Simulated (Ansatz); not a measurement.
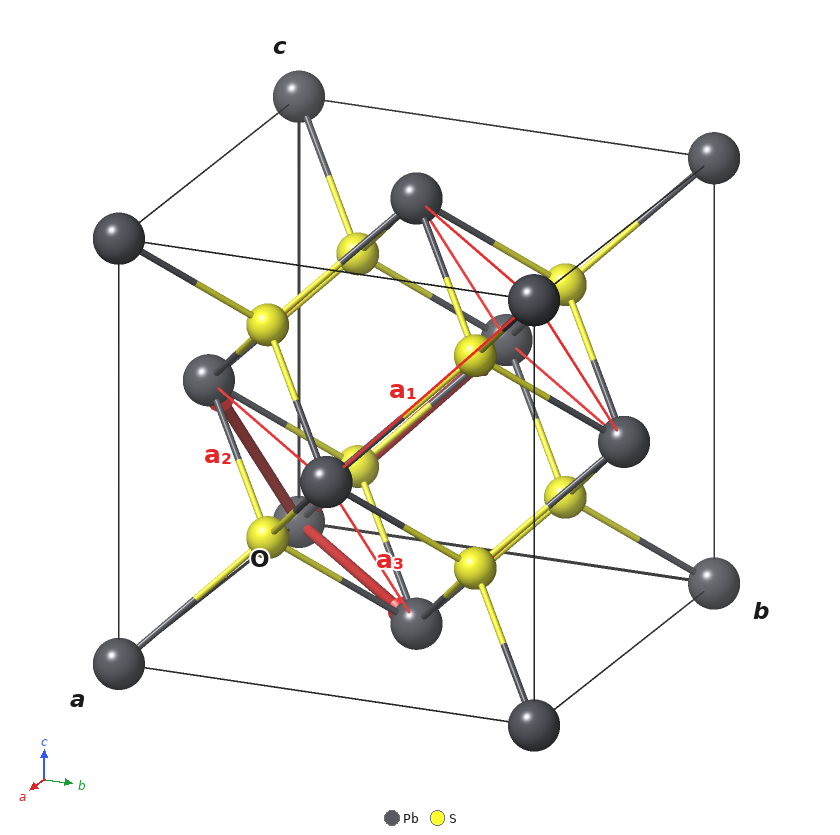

For PbS2, the input geometry of an electronic-structure calculation (not necessarily at equilibrium); the starting structure was generated, so it need not be a known form of this composition: the conventional cell (thin) and a primitive cell (coloured, vectors a₁, a₂, a₃). Geometry calculated from the standardised cell; symmetry tolerance 0.002 Å.

a = 6.730 Å, b = 6.730 Å, c = 6.730 Å, α = 90.00°, β = 90.00°, γ = 90.00°.

**What is the centring, and how are the primitive vectors built?**

F, face-centred cubic, with lattice points at (0, 0, 0), (1/2, 1/2, 0), (1/2, 0, 1/2), (0, 1/2, 1/2). a₁ = 1/2 b + 1/2 c; a₂ = 1/2 a + 1/2 c; a₃ = 1/2 a + 1/2 b.

**Give the primitive cell's size and content.**

Edges 4.759, 4.759, 4.759 Å; angles 60.00°, 60.00°, 60.00°; volume 76.22 Å³, 1/4 of the conventional cell; 3 of its 12 atoms.
